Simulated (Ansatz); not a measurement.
# Run report: AlN, band-structure calculation

AlN (R-3m, 2 atoms in the cell), computed with DFT, PBE, plane waves, PAW, no spin polarisation (Ansatz 0.2.0).

The structure was built on a prototype by a generator. The geometry comes from this level: r2SCAN (a point of a series of strains). It belongs to a series of runs on one base structure; here: epitaxial_111 strain +1.0%.

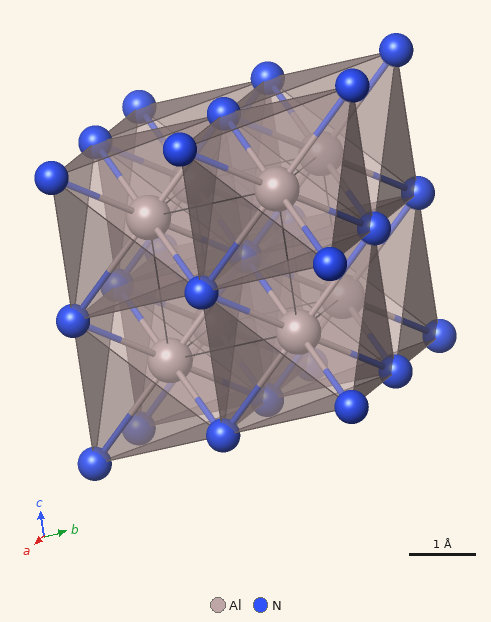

Figure 1. The input geometry (polyhedral view of the cell of the calculation, seen slightly off an axis; polyhedra are completed across the faces of the cell). An atom can appear more than once, as a periodic image.

### Key numbers

```json
{"quantity": "outcome", "value": "converged"}
{"quantity": "space group (tolerance 0.01 Å)", "value": "R-3m (166)"}
{"quantity": "electrons treated", "value": "8"}
{"quantity": "free energy", "value": "−923.9136 eV"}
{"quantity": "Fermi energy", "value": "13.300 eV"}
{"quantity": "gap on the k-point mesh", "value": "4.37 eV"}
{"quantity": "pressure", "value": "1.47 GPa"}
{"quantity": "largest force (length of the vector)", "value": "under 0.001 eV/Å"}
{"quantity": "hardware", "value": "2 threads of AMD EPYC (Zen 3), 1656 GiB of memory available, shared host"}
{"quantity": "wall time", "value": "0.77 s (CPU time 1.3 s)"}
{"quantity": "peak memory", "value": "0.41 GiB"}
```

### Input
```yaml
crystal:
  lattice:
    - [-0.0152594184, 2.0237977183, 2.0237977183]
    - [2.0237977183, -0.0152594184, 2.0237977183]
    - [2.0237977183, 2.0237977183, -0.0152594184]
  atoms:
    - { symbol: Al, position: [0.0, 0.0, 0.0] }
    - { symbol: "N", position: [0.5, 0.5, 0.5] }
kpoints:
  mp_grid: { grid: [10, 10, 10] }
  band_path:
    path:
      - [0.0, 0.0, 0.0]
      - [0.5, 0.0, 0.5]
      - [0.625, 0.25, 0.625]
      - [0.375, 0.375, 0.75]
      - [0.5, 0.5, 0.5]
      - [0.5, 0.25, 0.75]
      - [0.0, 0.5, 0.5]
    npoints: 1
hamiltonian:
  xc: pbe
scf:
  occupations: { method: fermi_dirac, width: 0.02 }
  n_extra_bands: 4
output:
  forces: true
  stress: true
  eigenvalues: true
  write_density: true
  write_potential: true
  elf: true
  volumetric_format: npy
```

Launch command:
```bash
ansatz run input.yaml --threads 2 --pin off --max-ram 29491MiB --backend cpu --events-out ev --progress --plain --runs-dir out
```

### What the program printed
```
scf.n_extra_bands = 4 over 4 filled bands (N_el = 8.0): the run solves 8 bands
Engine: ansatz 0.2.0, x86_64-unknown-linux-gnu
Pseudopotentials: kind: paw
Pseudopotential: Al, paw, valence charge 3, recommended cutoff 420 eV (normal), Al.paw.azcp
Pseudopotential: N, paw, valence charge 5, recommended cutoff 420 eV (normal), N.paw.azcp
Functional definition: PBE
  parameter kappa = 0.804
  parameter beta = 0.06672455060314922
  exchange = pbe_x(kappa = kappa, mu = beta*pi^2/3)
  correlation = pbe_c(beta = beta)
Crystal: 2 atoms, lattice volume = 16.765 Å³
Basis set: ecut = 420 eV, 331 PW (Γ), exchange–correlation on 40×40×40 points (8 copies of the dense FFT grid, shifted against one another)
Bands: 8, of which v1, the nominal top of the filled ones, is band 4 counted from 1 (3 counted from 0)
Symmetry: 12 space group operations
Space group: R-3m (ITA 166), of the structure as read, at distance tolerance 2.6e-5 Å
k-points: 116 of 1000
Non-local potential: Al, projectors of the file, l = 0: 2, l = 1: 2, l = 2: 1
Non-local potential: N, projectors of the file, l = 0: 2, l = 1: 2, l = 2: 1
PAW form: soft (Blöchl's): semilocal exchange-correlation on the pseudo side does not see the compensation charge
PAW one-centre angular grid: Al, 110 points (default); XC on 64 Gauss nodes
PAW one-centre angular grid: N, 110 points (default); XC on 64 Gauss nodes
Initial density: superposition of atomic densities (neutral atoms: chi_scale 0, normalization atom), corrected by the library's trained network
Initial wavefunctions: pseudopotential atomic-orbital guess
Functional: x = pbe(κ = 0.804, μ = 0.2195149727645171), c = pbe(β = 0.06672455060314922)
SCF iter   1: F=—  HF=-923.913411 eV  |F-HF|=—  |Δ(HF+E_count)|=         —  Δρ=1.27e-3  dr2=7.11e-5  ethr=1.77e-3  ⟨swp⟩=4.7  Hψ=6416  notcnv=0
preconditioner: auto → none  [insulator: Δε(μ)=4.366 eV  Ē_g=16.642 eV  σ=0.020 eV  W_gap=1.00  n_scr=0 (ndim 8)  ℏωp=25.7 eV  f_vac=0.000  D(μ)=0.00/eV (n_scr^D=0)  ε∞_Penn≈3.4]
SCF iter   2: F=—  HF=-923.913497 eV  |F-HF|=—  |Δ(HF+E_count)|=   8.59e-5  Δρ=6.56e-4  dr2=1.79e-5  ethr=8.88e-7  ⟨swp⟩=2.0  Hψ=2524  notcnv=0
SCF iter   3: F=—  HF=-923.913553 eV  |F-HF|=—  |Δ(HF+E_count)|=   5.66e-5  Δρ=1.83e-4  dr2=4.97e-6  ethr=2.23e-7  ⟨swp⟩=2.1  Hψ=1323  notcnv=0
SCF iter   4: F=—  HF=-923.913552 eV  |F-HF|=—  |Δ(HF+E_count)|=   1.13e-6  Δρ=3.17e-5  dr2=1.08e-7  ethr=6.21e-8  ⟨swp⟩=2.4  Hψ=1323  notcnv=0
iter 5 did not close the SCF: its close was put off for the readings that it lacked (scf_convergence_deferred on its scf_iter line)
SCF iter   5: F=-923.913552 eV  HF=-923.913552 eV  |F-HF|=1.91e-9  |Δ(HF+E_count)|=   2.21e-8  Δρ=8.24e-6  dr2=3.86e-9  ethr=1.35e-9  ⟨swp⟩=2.4  Hψ=1352  notcnv=0
SCF iter   6: F=-923.913552 eV  HF=-923.913552 eV  |F-HF|=1.25e-11  |Δ(HF+E_count)|=   2.47e-9  Δρ=6.06e-7  dr2=2.02e-11  ethr=4.82e-11  ⟨swp⟩=4.0  Hψ=4066  notcnv=0
SCF 1 converged in 6 iterations: F = -923.913552 eV  dr2 = 2.02e-11
  greatest PAW one-centre occupation: 0.785 electrons in one spin orbital (limit 2), on the N atom at site 1 (counted from 0), in its partial waves of l = 0
```

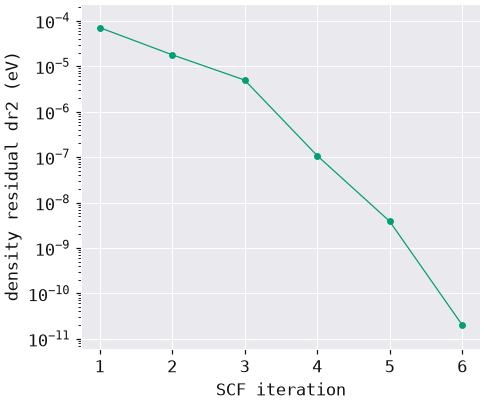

Figure 2. Convergence of the self-consistent field: density residual dr2 against the SCF iteration. The residual falls at every step.

```
NSCF: frozen V_eff on 7 k-points
SCF converged after 6 iterations
Free energy (F): -923.913552 eV
Harris-Foulkes:  -923.913552 eV  (|F-HF|=1.25e-11)
Internal energy: -923.913552 eV  (E = F + TS)
E sigma→0 (E₀):  -923.913552 eV
Fermi energy:    13.300418 eV
--- Per-component energies (eV) ---
  E_band       = 37.670841
  E_kinetic    = 162.295961
  E_local      = -170.612987  (includes V_loc(G=0)·N_el)
  E_nonlocal   = 54.141914
  E_hartree    = 62.197698
  E_xc         = -103.002251
  E_vxc        = -109.668482  (∫ρ·V_xc dr)
  E_paw        = -594.747269  (= ΣΔE_a)
  E_vpaw       = -22.881029  (= ΣTr[D̂ρ^β])
  E_aug_tail   = 0.000098  (compensation charges beyond the density's cutoff)
  E_ewald      = -334.186717
  E_smearing   = -0.000000  (= −TS)
  E_closure    = 0.000000  (closes the sum)
  Σ components = -923.913552   (vs F -923.913552, Δ=0.00e0)
--- Forces (eV/Å), atoms counted from 1 ---
  atom   1  Al    -0.00000000     0.00000000     0.00000000
  atom   2  N     -0.00000000    -0.00000000    -0.00000000
  max |Σ_I F_I| component: 6.39e-30 eV/Å
--- Stress (GPa, compression-positive) ---
        1.468425       2.290769       2.290769
        2.290769       1.468425       2.290769
        2.290769       2.290769       1.468425
  P = ⅓ Tr σ = 1.4684 GPa (14.684 kbar)
--- Band table (eV; the first three rows and the last of 116) ---
  k-point 0: bands = ["-6.3829", "10.9736", "10.9736", "11.1264", "16.4790", "22.9731", "22.9731", "23.3225"]
  k-point 1: bands = ["-6.1819", "9.9679", "10.8572", "10.9904", "17.1252", "22.1498", "23.2776", "23.5700"]
  k-point 2: bands = ["-5.5978", "7.8429", "10.5747", "10.6965", "17.8293", "21.6471", "23.5158", "23.6878"]
  k-point 115: bands = ["-3.1278", "2.9008", "9.8918", "9.8918", "16.9250", "21.7619", "21.7619", "24.2160"]
```

### File bands.tsv
```
# k_distance	band_0	band_1	band_2	band_3	band_4	band_5	band_6	band_7
# fermi_ev = 13.300418
# lock_threshold_ev = 1e-6
# [0, 0, 0] at k_distance = 0.000000
# [0.5, 0, 0.5] at k_distance = 1.546561
# [0.625, 0.25, 0.625] at k_distance = 2.095414
# [0.375, 0.375, 0.75] at k_distance = 3.038902
# [0.5, 0.5, 0.5] at k_distance = 3.982389
# [0.5, 0.25, 0.75] at k_distance = 5.071834
# [0, 0.5, 0.5] at k_distance = 6.795709
# levels_relative_to = fermi_ev
# free_energy_ev = -923.913552
# largest_residual_norms_ev = 2.312e-4 4.558e-4 5.047e-4 4.394e-4 5.401e-4 4.558e-4 1.948e-3 8.436e-4
0.000000	-19.683276	-2.326828	-2.326828	-2.173980	3.178615	9.672732	9.672732	10.022043
1.546561	-15.533104	-9.549204	-5.110255	-4.954233	2.195787	3.054151	11.596789	14.719519
2.095414	-15.500925	-8.694823	-7.619772	-4.604672	3.394535	6.998109	10.361458	12.188234
3.038902	-15.500925	-8.694823	-7.619772	-4.604672	3.394535	6.998109	10.361458	12.188234
3.982389	-16.428257	-10.399662	-3.408615	-3.408615	3.624631	8.461449	8.461449	10.915543
5.071834	-15.377803	-7.892376	-7.890558	-6.141701	5.680864	8.313004	8.375676	9.838953
6.795709	-15.533104	-9.549204	-5.110255	-4.954233	2.195787	3.054151	11.596789	14.719519
```

### File rho_z.tsv
```
# z_ang	rho[e/angstrom^3]
# format = ansatz-planar-average/11
# lattice	-0.015259418	2.023797718	2.023797718
# lattice	2.023797718	-0.015259418	2.023797718
# lattice	2.023797718	2.023797718	-0.015259418
# sites	2
# site	13	0.000000000	0.000000000	0.000000000
# site	7	2.016168009	2.016168009	2.016168009
0.000000	1.932981e-1
0.143106	2.023813e-1
0.286212	2.299192e-1
0.429318	2.770443e-1
0.572425	3.451170e-1
0.715531	4.349549e-1
0.858637	5.439722e-1
1.001743	6.584058e-1
1.144849	7.541667e-1
1.287955	8.130710e-1
1.431061	8.320666e-1
1.574168	8.130710e-1
1.717274	7.541667e-1
1.860380	6.584058e-1
2.003486	5.439722e-1
2.146592	4.349549e-1
2.289698	3.451170e-1
2.432804	2.770443e-1
2.575911	2.299192e-1
2.719017	2.023813e-1
```

### File v_z.tsv
```
# z_ang	v_es[eV]	v_tot[eV]
# format = ansatz-planar-average/11
# xc	pbe
# density_cutoff_ev	1680
# datasets	Al=:simpson_from_first_knot:soft	N=:simpson_from_first_knot:soft
# lattice	-0.015259418	2.023797718	2.023797718
# lattice	2.023797718	-0.015259418	2.023797718
# lattice	2.023797718	2.023797718	-0.015259418
# sites	2
# site	13	0.000000000	0.000000000	0.000000000
# site	7	2.016168009	2.016168009	2.016168009
0.000000	4.923603e0	-6.268363e0
0.143106	4.946597e0	-6.269194e0
0.286212	4.997506e0	-6.283818e0
0.429318	5.114068e0	-6.253313e0
0.572425	5.157625e0	-6.324274e0
0.715531	4.887425e0	-6.826220e0
0.858637	4.356308e0	-7.759413e0
1.001743	3.675796e0	-8.890244e0
1.144849	2.930453e0	-9.970668e0
1.287955	2.303739e0	-1.078426e1
1.431061	2.052478e0	-1.109714e1
1.574168	2.303739e0	-1.078426e1
1.717274	2.930453e0	-9.970668e0
1.860380	3.675796e0	-8.890244e0
2.003486	4.356308e0	-7.759413e0
2.146592	4.887425e0	-6.826220e0
2.289698	5.157625e0	-6.324274e0
2.432804	5.114068e0	-6.253313e0
2.575911	4.997506e0	-6.283818e0
2.719017	4.946597e0	-6.269194e0
```

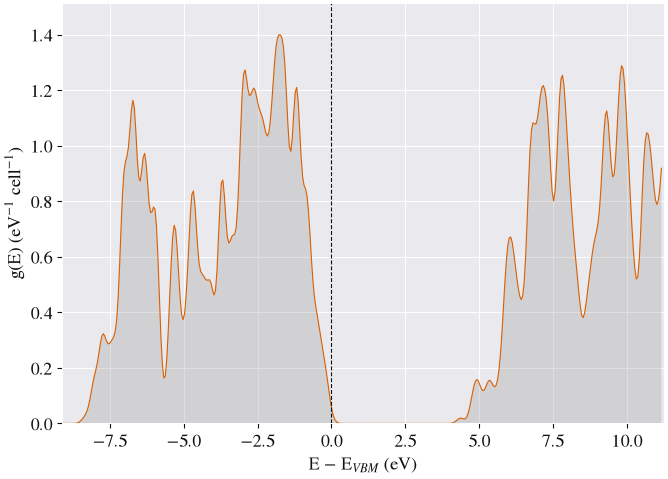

Figure 3. Density of states (the curve is built from the levels of the k mesh with Gaussians 0.3 eV wide, which also blur the band edges), with energies from the valence-band top. There is a gap of 4.37 eV on the k-point mesh. Small ripples come from the finite k-point mesh.

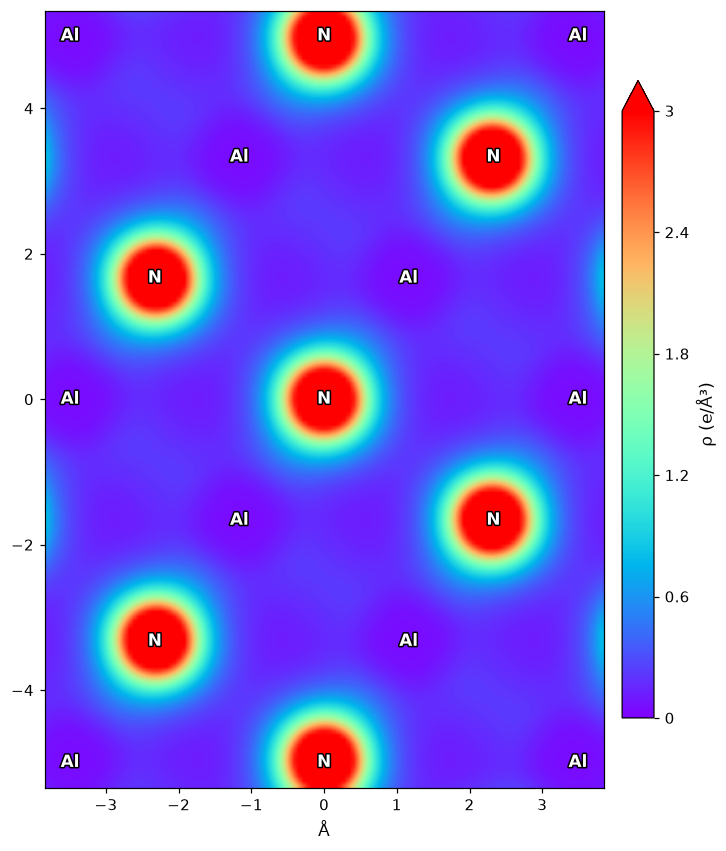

Figure 4. Valence charge density (pseudo) on the (110) plane of the conventional cell. Al–N (2.03 Å): the density is about 0.52 e/Å³ at the midpoint. Away from the nuclei the density in this plane falls to 0.11 e/Å³ at its lowest. The fields are those of the smooth PAW valence density.

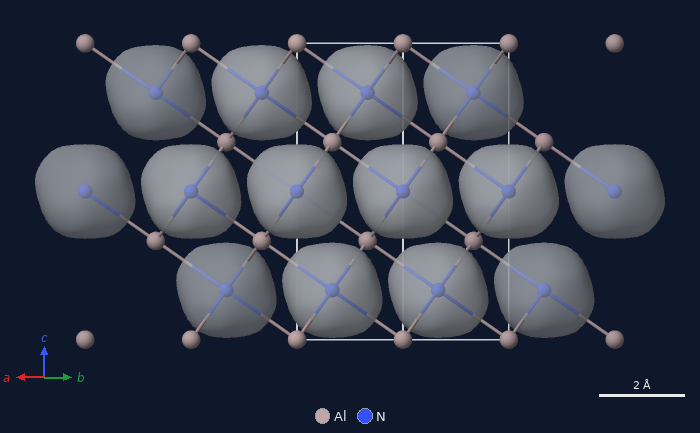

Figure 5. Isosurface of the valence charge density (pseudo) at 0.3 e/Å³ (grey), seen along [110]. Sticks mark near contacts. The outline is the cell set on symmetry axes. At this value the density breaks into separate islands; it holds about 75 % of the electrons treated as valence. On the grid the lowest density along these lines, outside the cores, is 0.43 e/Å³ (Al–N, 2.03 Å).
